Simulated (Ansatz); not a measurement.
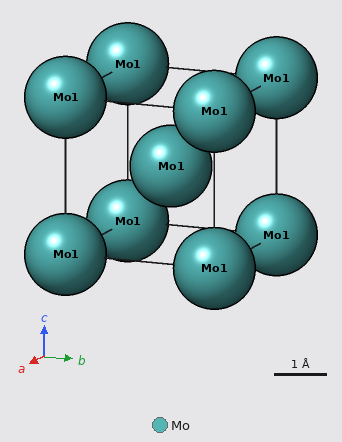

Figure 1. The structure as given in the input (spheres-only view of the cell 2 times as large as that of the calculation, set on its symmetry axes, seen slightly off an axis; atoms are numbered from 1 in the order of the input).

Geometry relaxation, with input and output: Mo

The run: geometry relaxation of Mo (1 atom in the cell). Method and program: DFT PBE, scalar-relativistic, plane waves, PAW, no spin polarisation (Ansatz 0.2.0).

The structure derives from an entry of the Crystallography Open Database. Figures and captions count atoms from 1; the log counts them from 0 in places.

Output
```
Engine: ansatz 0.2.0, x86_64-unknown-linux-gnu
Pseudopotentials: kind: paw
Pseudopotential: Mo, paw, valence charge 14, recommended cutoff 420 eV (normal), Mo.paw.azcp
Functional definition: PBE
  parameter kappa = 0.804
  parameter beta = 0.06672455060314922
  exchange = pbe_x(kappa = kappa, mu = beta*pi^2/3)
  correlation = pbe_c(beta = beta)
Crystal: 1 atoms, lattice volume = 15.581 Å³
Basis set: ecut = 420 eV, 321 PW (Γ), exchange–correlation on 40×40×40 points (8 copies of the dense FFT grid, shifted against one another)
Bands: 11, of which v1, the nominal top of the filled ones, is band 7 counted from 1 (6 counted from 0)
Symmetry: 48 space group operations
Space group: Im-3m (ITA 229), of the structure as read, at distance tolerance 2.5e-5 Å
k-points: 195 of 5832
Non-local potential: Mo, projectors of the file, l = 0: 3, l = 1: 2, l = 2: 2, l = 3: 1
PAW form: soft (Blöchl's): semilocal exchange-correlation on the pseudo side does not see the compensation charge
PAW one-centre angular grid: Mo, 590 points (default); XC on 64 Gauss nodes
Initial density: superposition of atomic densities (neutral atoms: chi_scale 0, normalization atom), corrected by the library's trained network
Initial wavefunctions: pseudopotential atomic-orbital guess
Functional: x = pbe(κ = 0.804, μ = 0.2195149727645171), c = pbe(β = 0.06672455060314922)
SCF iter   1: F=—  HF=-4956.019277 eV  |F-HF|=—  |Δ(HF+E_count)|=         —  Δρ=2.91e-3  dr2=6.55e-4  ethr=1.77e-3  ⟨swp⟩=5.0  Hψ=12525  notcnv=0
preconditioner: auto → none  [metal: Δε(μ)=0.017 eV  Ē_g=8.359 eV  σ=0.100 eV  W_gap=0.10  n_scr=0 (ndim 8)  ℏωp=23.0 eV  f_vac=0.000  D(μ)=0.51/eV (n_scr^D=0)]
SCF iter   2: F=—  HF=-4956.019200 eV  |F-HF|=—  |Δ(HF+E_count)|=   7.61e-5  Δρ=1.42e-3  dr2=1.18e-4  ethr=4.68e-6  ⟨swp⟩=2.6  Hψ=4711  notcnv=0
SCF iter   3: F=—  HF=-4956.019213 eV  |F-HF|=—  |Δ(HF+E_count)|=   1.25e-5  Δρ=3.02e-4  dr2=1.02e-5  ethr=8.41e-7  ⟨swp⟩=2.0  Hψ=3483  notcnv=0
SCF iter   4: F=—  HF=-4956.019210 eV  |F-HF|=—  |Δ(HF+E_count)|=   2.45e-6  Δρ=5.74e-5  dr2=1.77e-7  ethr=7.28e-8  ⟨swp⟩=2.2  Hψ=2768  notcnv=0
iter 5 did not close the SCF: its close was put off for the readings that it lacked (scf_convergence_deferred on its scf_iter line)
SCF iter   5: F=-4956.019210 eV  HF=-4956.019210 eV  |F-HF|=3.09e-8  |Δ(HF+E_count)|=   8.18e-9  Δρ=2.66e-5  dr2=4.24e-8  ethr=1.27e-9  ⟨swp⟩=2.0  Hψ=3493  notcnv=0
SCF iter   6: F=-4956.019210 eV  HF=-4956.019210 eV  |F-HF|=3.35e-9  |Δ(HF+E_count)|=   1.58e-8  Δρ=9.55e-6  dr2=4.84e-9  ethr=3.03e-10  ⟨swp⟩=4.8  Hψ=10872  notcnv=0
SCF 1 converged in 6 iterations: F = -4956.019210 eV  dr2 = 4.84e-9
  greatest PAW one-centre occupation: 0.998 electrons in one spin orbital (limit 2), on the Mo atom at site 0 (counted from 0), in its partial waves of l = 0
relax step   1: F+E_penalty+E_count = -4956.01921043 eV  Δ(F+E_penalty+E_count) = +0.000e0 eV  max|allowed force component| = 0.000e0 eV/Å  Δτ_max = 0.0000 Å  P = +3.457 GPa  Ω = 15.581 Å³  (6 SCF iters, dr2 threshold 1.00e-7 eV, accepted)
Crystal: 1 atoms, lattice volume = 16.180 Å³
Initial density: handed on by an earlier stage of this run
Initial wavefunctions: those handed on with the density
iter 1 solved again at ethr=1.96e-6 eV; its pass at ethr=3.10e-3 eV (dr2=2.75e-4 eV) is discarded
SCF iter   1: F=—  HF=-4956.013364 eV  |F-HF|=—  |Δ(HF+E_count)|=         —  Δρ=2.15e-3  dr2=2.89e-4  ethr=1.96e-6  ⟨swp⟩=2.5  Hψ=16144  notcnv=0
preconditioner: auto → none  [metal: Δε(μ)=0.050 eV  Ē_g=8.037 eV  σ=0.100 eV  W_gap=0.27  n_scr=0 (ndim 8)  ℏωp=22.6 eV  f_vac=0.000  D(μ)=0.59/eV (n_scr^D=0)]
SCF iter   2: F=—  HF=-4956.013473 eV  |F-HF|=—  |Δ(HF+E_count)|=   1.09e-4  Δρ=1.10e-3  dr2=6.51e-5  ethr=1.96e-6  ⟨swp⟩=1.0  Hψ=2145  notcnv=0
SCF iter   3: F=—  HF=-4956.013518 eV  |F-HF|=—  |Δ(HF+E_count)|=   4.53e-5  Δρ=1.73e-4  dr2=4.76e-6  ethr=4.65e-7  ⟨swp⟩=2.0  Hψ=3302  notcnv=0
SCF iter   4: F=-4956.013517 eV  HF=-4956.013517 eV  |F-HF|=6.45e-9  |Δ(HF+E_count)|=   1.67e-6  Δρ=3.22e-5  dr2=4.64e-8  ethr=7.14e-10  ⟨swp⟩=5.9  Hψ=12126  notcnv=0
SCF 2 converged in 4 iterations: F = -4956.013517 eV  dr2 = 4.64e-8
relax step   2: F+E_penalty+E_count = -4956.01351654 eV  Δ(F+E_penalty+E_count) = +5.694e-3 eV  max|allowed force component| = 0.000e0 eV/Å  Δτ_max = 0.0000 Å  P = -6.088 GPa  Ω = 16.180 Å³  energy of the carried Pulay correction = -1.785e-4 eV  (4 SCF iters, dr2 threshold 1.00e-7 eV, rejected (line search))
Crystal: 1 atoms, lattice volume = 15.793 Å³
iter 1 solved again at ethr=8.55e-7 eV; its pass at ethr=3.10e-3 eV (dr2=1.20e-4 eV) is discarded
SCF iter   1: F=—  HF=-4956.021255 eV  |F-HF|=—  |Δ(HF+E_count)|=         —  Δρ=1.38e-3  dr2=1.17e-4  ethr=8.55e-7  ⟨swp⟩=1.9  Hψ=15490  notcnv=0
preconditioner: auto → none  [metal: Δε(μ)=0.032 eV  Ē_g=8.243 eV  σ=0.100 eV  W_gap=0.18  n_scr=0 (ndim 8)  ℏωp=22.9 eV  f_vac=0.000  D(μ)=0.54/eV (n_scr^D=0)]
SCF iter   2: F=—  HF=-4956.021295 eV  |F-HF|=—  |Δ(HF+E_count)|=   3.93e-5  Δρ=7.01e-4  dr2=2.57e-5  ethr=8.36e-7  ⟨swp⟩=1.0  Hψ=2145  notcnv=0
SCF iter   3: F=—  HF=-4956.021311 eV  |F-HF|=—  |Δ(HF+E_count)|=   1.64e-5  Δρ=9.55e-5  dr2=1.33e-6  ethr=1.84e-7  ⟨swp⟩=2.0  Hψ=3152  notcnv=0
SCF iter   4: F=—  HF=-4956.021310 eV  |F-HF|=—  |Δ(HF+E_count)|=   1.09e-6  Δρ=1.93e-5  dr2=1.39e-8  ethr=9.50e-9  ⟨swp⟩=2.0  Hψ=3290  notcnv=0
SCF iter   5: F=—  HF=-4956.021310 eV  |F-HF|=—  |Δ(HF+E_count)|=   6.95e-9  Δρ=1.02e-6  dr2=1.17e-10  ethr=9.95e-11  ⟨swp⟩=2.1  Hψ=3521  notcnv=0
SCF iter   6: F=-4956.021310 eV  HF=-4956.021310 eV  |F-HF|=9.09e-13  |Δ(HF+E_count)|=  5.37e-11  Δρ=6.06e-8  dr2=1.51e-13  ethr=1.00e-12  ⟨swp⟩=5.3  Hψ=8154  notcnv=0
SCF 3 converged in 6 iterations: F = -4956.021310 eV  dr2 = 1.51e-13
relax step   3: F+E_penalty+E_count = -4956.02131004 eV  Δ(F+E_penalty+E_count) = -2.100e-3 eV  max|allowed force component| = 0.000e0 eV/Å  Δτ_max = 0.0000 Å  P = -0.140 GPa  Ω = 15.793 Å³  energy of the carried Pulay correction = -6.389e-5 eV  (6 SCF iters, accepted)
Crystal: 1 atoms, lattice volume = 15.784 Å³
iter 1 solved again at ethr=5.12e-10 eV; its pass at ethr=3.10e-3 eV (dr2=7.16e-8 eV) is discarded
SCF iter   1: F=—  HF=-4956.021316 eV  |F-HF|=—  |Δ(HF+E_count)|=         —  Δρ=3.12e-5  dr2=5.75e-8  ethr=5.12e-10  ⟨swp⟩=2.2  Hψ=14837  notcnv=0
preconditioner: auto → none  [metal: Δε(μ)=0.029 eV  Ē_g=8.247 eV  σ=0.100 eV  W_gap=0.16  n_scr=0 (ndim 8)  ℏωp=22.9 eV  f_vac=0.000  D(μ)=0.54/eV (n_scr^D=0)]
SCF iter   2: F=-4956.021316 eV  HF=-4956.021316 eV  |F-HF|=8.67e-9  |Δ(HF+E_count)|=   8.19e-8  Δρ=1.60e-5  dr2=1.33e-8  ethr=3.50e-10  ⟨swp⟩=5.1  Hψ=9936  notcnv=0
SCF 4 converged in 2 iterations: F = -4956.021316 eV  dr2 = 1.33e-8
relax step   4: F+E_penalty+E_count = -4956.02131637 eV  Δ(F+E_penalty+E_count) = -6.323e-6 eV  max|allowed force component| = 0.000e0 eV/Å  Δτ_max = 0.0000 Å  P = +0.002 GPa  Ω = 15.784 Å³  energy of the carried Pulay correction = -6.130e-5 eV  (2 SCF iters, dr2 threshold 4.90e-8 eV, accepted)
Initial wavefunctions: pseudopotential atomic-orbital guess (no wavefunctions were taken with the density)
iter 1 solved again at ethr=2.47e-8 eV; its pass at ethr=3.10e-3 eV (dr2=3.46e-6 eV) is discarded
SCF iter   1: F=—  HF=-4956.021377 eV  |F-HF|=—  |Δ(HF+E_count)|=         —  Δρ=3.87e-5  dr2=3.46e-8  ethr=2.47e-8  ⟨swp⟩=3.2  Hψ=18916  notcnv=0
SCF iter   2: F=—  HF=-4956.021377 eV  |F-HF|=—  |Δ(HF+E_count)|=   2.63e-7  Δρ=1.94e-5  dr2=8.64e-9  ethr=2.47e-10  ⟨swp⟩=1.7  Hψ=2918  notcnv=0
SCF iter   3: F=—  HF=-4956.021377 eV  |F-HF|=—  |Δ(HF+E_count)|=   9.78e-9  Δρ=1.57e-6  dr2=3.99e-10  ethr=6.17e-11  ⟨swp⟩=2.2  Hψ=3476  notcnv=0
SCF iter   4: F=-4956.021377 eV  HF=-4956.021377 eV  |F-HF|=9.09e-13  |Δ(HF+E_count)|=  1.36e-10  Δρ=3.06e-7  dr2=4.76e-12  ethr=1.00e-12  ⟨swp⟩=4.0  Hψ=9874  notcnv=0
SCF 5 converged in 4 iterations: F = -4956.021377 eV  dr2 = 4.76e-12
relax step   5: F+E_penalty+E_count = -4956.02137670 eV  Δ(F+E_penalty+E_count) = -6.034e-5 eV  max|allowed force component| = 0.000e0 eV/Å  Δτ_max = 0.0000 Å  P = -0.001 GPa  Ω = 15.784 Å³  stress off target by 5.42e-4 GPa  SCF on the basis re-selected at this cell (its energy is not comparable with the rows above)  (4 SCF iters)
```

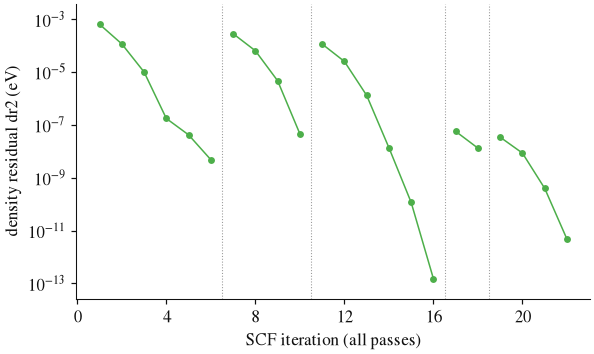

Figure 2. Convergence of the self-consistent field: density residual dr2 against the SCF iteration. The dotted lines part the SCF passes of the relaxation: geometry steps, rejected trials and re-solves on a re-selected basis. The 5 passes take 2 to 6 iterations each, 22 in all.

```
basis re-selected at this cell: Δ(F+E_penalty+E_count) = -6.034e-5 eV, ΔP = -0.003 GPa vs the last step (what re-selecting the basis moved, of the pressure what is left beyond the Pulay correction that the steps carried, after the strain that the cell walked since its last selection, with what the two solves' SCF thresholds leave and, on support functions, any second-order correction that the steps lacked; it is no measure of the basis error at this ecutwfc). This SCF's stress stands 5.42e-4 GPa from its target on what of the cell is left free (relax.cell.stress_tol is 5.00e-2 GPa) and its largest allowed force component is 0.00e0 eV/Å (relax.f_tol is 5.00e-3 eV/Å): within both
SCF converged after 4 iterations
Free energy (F): -4956.021377 eV
Harris-Foulkes:  -4956.021377 eV  (|F-HF|=9.09e-13)
Internal energy: -4956.018696 eV  (E = F + TS)
E sigma→0 (E₀):  -4956.020036 eV
Entropy (-TS):   -0.002681 eV (-2.681 meV/atom)
Fermi energy:    20.885836 eV
--- Per-component energies (eV) ---
  E_band       = -58.034624
  E_kinetic    = 440.622132
  E_local      = -790.775323  (includes V_loc(G=0)·N_el)
  E_nonlocal   = 142.546947
  E_hartree    = 261.206934
  E_xc         = -183.492815
  E_vxc        = -229.014204  (∫ρ·V_xc dr)
  E_paw        = -3201.176419  (= ΣΔE_a)
  E_vpaw       = -143.828071  (= ΣTr[D̂ρ^β])
  E_aug_tail   = 0.000042  (compensation charges beyond the density's cutoff)
  E_ewald      = -1624.950194
  E_smearing   = -0.002681  (= −TS)
  E_closure    = 0.000000  (closes the sum)
  Σ components = -4956.021377   (vs F -4956.021377, Δ=0.00e0)
--- Forces (eV/Å), atoms counted from 1 ---
  atom   1  Mo    -0.00000000     0.00000000    -0.00000000
  max |Σ_I F_I| component: 5.55e-32 eV/Å
--- Stress (GPa, compression-positive) ---
       -0.000542       0.000000       0.000000
       -0.000000      -0.000542       0.000000
        0.000000       0.000000      -0.000542
  P = ⅓ Tr σ = -0.0005 GPa (-0.005 kbar)
--- Band table (eV; the first three rows and the last of 195) ---
  k-point 0: bands = ["-40.4132", "-13.6948", "-13.6948", "-13.6948", "13.6730", "19.5226", "19.5226", "19.5226", "22.5098", "22.5098", "35.5487"]
  k-point 1: bands = ["-40.4057", "-13.7387", "-13.7084", "-13.6952", "13.8085", "19.4464", "19.5107", "19.6493", "22.3964", "22.5119", "35.6493"]
  k-point 2: bands = ["-40.3841", "-13.8638", "-13.7472", "-13.6960", "14.1957", "19.2345", "19.4577", "20.0241", "22.1459", "22.5231", "35.8897"]
  k-point 194: bands = ["-39.9799", "-14.6315", "-14.6315", "-14.6315", "15.5079", "15.5079", "24.7889", "24.7889", "24.7889", "29.8440", "29.8440"]
--- Relaxed structure (4 steps of the walk, 3 accepted, 1 SCFs on fresh bases) ---
  F+E_penalty+E_count = -4956.02137670 eV   max|allowed force component| = 0.000e0 eV/Å   (the final SCF, on the basis selected at the relaxed cell)
  cell:  # Å, volume = 15.7839 Å³
    - [-1.5802206811802806, 1.5802206811802806, 1.5802206811802806]
    - [1.5802206811802806, -1.5802206811802806, 1.5802206811802806]
    - [1.5802206811802806, 1.5802206811802806, -1.5802206811802806]
  atoms:
    - { symbol: Mo, position: [0.0, 0.0, 0.0] }
```

Trajectory as extended XYZ (Å, eV, eV/Å), 5 frames, from step=1 to step=5
```
1
Lattice="-1.5734 1.5734 1.5734 1.5734 -1.5734 1.5734 1.5734 1.5734 -1.5734" Properties=species:S:1:pos:R:3:forces:R:3 step=1 energy=-4956.01921 pressure_GPa=3.46
Mo    0.0000    0.0000    0.0000    0.0000   0.0000   0.0000
1
Lattice="-1.5933 1.5933 1.5933 1.5933 -1.5933 1.5933 1.5933 1.5933 -1.5933" Properties=species:S:1:pos:R:3:forces:R:3 step=2 energy=-4956.01352 pressure_GPa=-6.09 accepted=F
Mo    0.0000    0.0000    0.0000    0.0000   0.0000   0.0000
1
Lattice="-1.5805 1.5805 1.5805 1.5805 -1.5805 1.5805 1.5805 1.5805 -1.5805" Properties=species:S:1:pos:R:3:forces:R:3 step=3 energy=-4956.02131 pressure_GPa=-0.14
Mo    0.0000    0.0000    0.0000    0.0000   0.0000   0.0000
1
Lattice="-1.5802 1.5802 1.5802 1.5802 -1.5802 1.5802 1.5802 1.5802 -1.5802" Properties=species:S:1:pos:R:3:forces:R:3 step=4 energy=-4956.02132 pressure_GPa=0.00
Mo    0.0000    0.0000    0.0000    0.0000   0.0000   0.0000
1
Lattice="-1.5802 1.5802 1.5802 1.5802 -1.5802 1.5802 1.5802 1.5802 -1.5802" Properties=species:S:1:pos:R:3:forces:R:3 step=5 energy=-4956.02138 pressure_GPa=-0.00
Mo    0.0000    0.0000    0.0000    0.0000   0.0000   0.0000
```

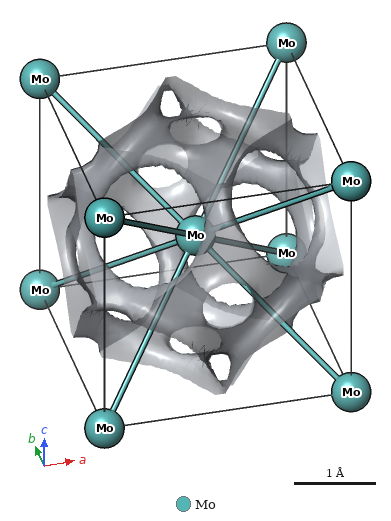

Figure 3. Isosurface of the ELF at 0.4 (grey), seen at an oblique angle. Only the valence region is drawn (cores and ρ < 0.01 e/Å³ removed). Sticks mark near contacts. The outline is the cell set on symmetry axes. Along the contacts the grid gives the following. Mo–Mo (2.74 Å): the ELF is about 0.30 at the midpoint; no shared electron pair. In a PAW calculation such maps are meaningful between the atoms, not at the nuclei.

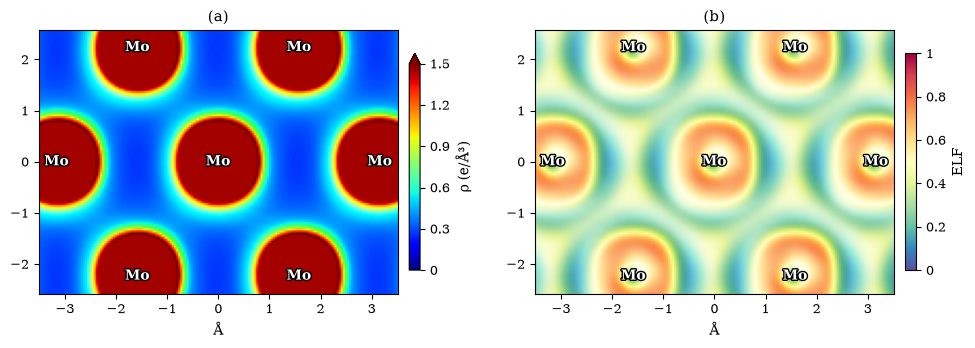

Figure 4. (a) valence pseudo-density; (b) electron localisation function on the (101̄) plane of the conventional cell. Atoms in the plane: Mo. Mo–Mo (2.74 Å): the density is about 0.37 e/Å³ at the midpoint; the ELF is about 0.30 at the midpoint (no localised pair between them). Away from the nuclei the density in this plane falls to 0.24 e/Å³ at its lowest. The strong features right at Mo lie inside the PAW spheres (semicore, d or f shells) and say nothing about bonding.

The run was set up as follows.

Input
```yaml
crystal:
  lattice:
    - [-1.573415, 1.573415, 1.573415]
    - [1.573415, -1.573415, 1.573415]
    - [1.573415, 1.573415, -1.573415]
  atoms:
    - { symbol: Mo, position: [0.0, 0.0, 0.0] }
basis:
  ecutwfc: 420
kpoints:
  mp_grid: { grid: [18, 18, 18] }
hamiltonian:
  xc: pbe
scf:
  occupations: { method: gaussian, width: 0.1 }
output:
  forces: true
  stress: true
  eigenvalues: true
  write_density: true
  write_potential: true
  elf: true
  volumetric_format: npy
relax:
  adjacent_minimum: "off"
  f_tol: 0.005
  max_steps: 80
  cell: { stress_tol: 0.05 }
```

Launched with:
```bash
ansatz run input.yaml --threads 1 --pin off --max-ram 2560MiB --backend cpu --events-out ev --progress --plain --runs-dir out
```

Summary

```tsv
quantity	value
outcome	converged
space group (tolerance 0.01 Å)	Im-3m (229)
electrons treated	14
free energy	−4956.0214 eV
Fermi energy	20.886 eV
gap on the k-point mesh	none (metallic)
pressure	0.00 GPa
final volume	15.78 Å³
largest force (length of the vector) at the end	under 0.001 eV/Å
final cell	a = 2.737 Å, b = 2.737 Å, c = 2.737 Å, α = 109.47°, β = 109.47°, γ = 109.47°
hardware	1 thread of Intel Xeon (Granite Rapids), 192 GiB of memory available, shared host
wall time	5.7 s
peak memory	0.38 GiB
```
